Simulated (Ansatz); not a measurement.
A periodic structure is given below.

```
Ge Sb Te
1.0
     4.41182    0.00000    0.00000
    -2.20591    3.82075    0.00000
     0.00000    0.00000   16.25078
Ge Sb Te
2 2 5
Direct
  0.00000 0.00000 0.33811
  0.00000 0.00000 0.66189
  0.33333 0.66667 0.11669
  0.66667 0.33333 0.88331
  0.00000 0.00000 0.00000
  0.33333 0.66667 0.78106
  0.66667 0.33333 0.21894
  0.33333 0.66667 0.42068
  0.66667 0.33333 0.57932
```

Q: What does this file describe?

A: The solid is Ge2Sb2Te5. The space group is P-3m1 (No. 164); the lattice is primitive hexagonal. With Z = 1, the cell contains 2 Ge, 2 Sb, 5 Te. The Ge atoms are each bonded to six Te in a distorted octahedral arrangement at 2.88 to 3.20 Å. Sb is surrounded by six Te in an octahedral arrangement at 3.04 to 3.18 Å. Te takes three kinds of site: 1a with six Sb in an octahedral arrangement at 3.18 Å; 2d with three Ge and three Sb in an octahedral arrangement (3.20 Å to Ge, 3.04 Å to Sb); 2d with three Ge in a trigonal pyramidal arrangement at 2.88 Å. The bonds build Ge2Sb2Te5 layers parallel to (001).

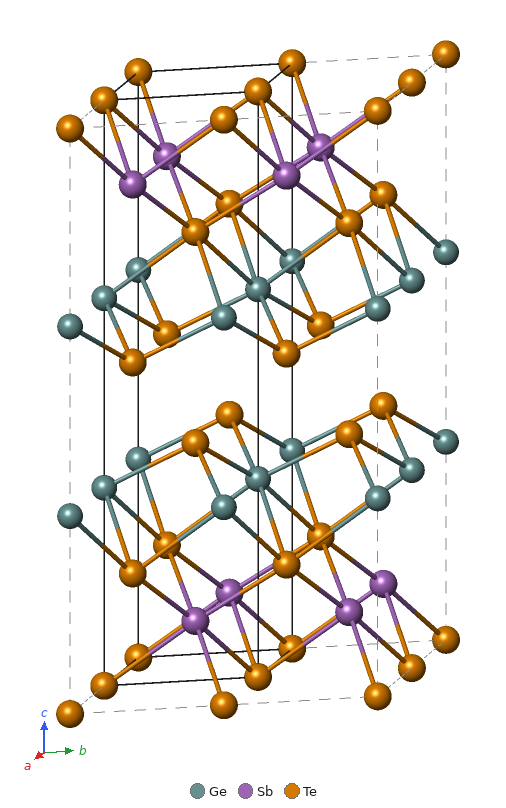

Crystal structure, ball-and-stick style, seen slightly off an axis. Shown are 2×2×1 repeats of the conventional unit cell, one of them outlined in solid lines. Colours: germanium teal, antimony purple, tellurium orange.

Its origin is a structure listed in the Materials Project. The cell was then strained or its atoms displaced on purpose. It went into a calculation with Ansatz.
